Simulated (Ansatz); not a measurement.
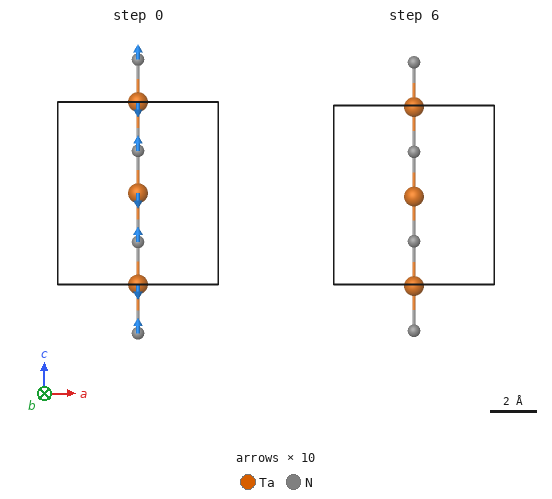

The structure of a wire of composition TaN before (left) and after (right) a relaxation, at one scale. The blue arrows give the displacements (the part carried along by the change of the cell is left out), 10 times their true length.

Style: ball-and-stick. Shown: the 2 repeat of the cell, with the vacuum cut short, along the b axis.

Case: dimerised chain of atoms.

Level of theory: DFT PBE, scalar-relativistic, plane waves, PAW (Ansatz). Set-up: plane-wave cutoff 420 eV; k-point mesh 1 × 1 × 16; occupations gaussian; smearing width 0.05 eV; collinear spin; cell relaxed at fixed a, b, alpha, beta, gamma; force threshold 0.01 eV/Å; at most 45 steps.

What changed between the two?

Answer. The largest moves relative to the layer's centre, 0.068 Å, are those of Ta and N atoms. By element the largest moves are N 0.068 Å, Ta 0.068 Å. Along the periodic axis the drawn cell goes c 7.951 → 7.800 Å (−1.9 %). Near-neighbour distances that change, for instance: N–Ta 2.127 → 1.950 Å, N–Ta 1.849 → 1.950 Å. Over 5 accepted moves (6 points after the start) the energy falls by 78.4 meV per cell of the calculation. Largest force component: 0.84 eV/Å at the start, 0.00023 eV/Å at the end. The SCF was repeated once at an unchanged geometry on a basis and grid sized afresh for the cell, which shifted the energy by 1.0 meV per cell of the calculation at most. The program noted that the starting moments weren't kept. The run took 33 s on 2 threads of Arm Neoverse V2, on a shared host, peak memory 0.53 GiB.
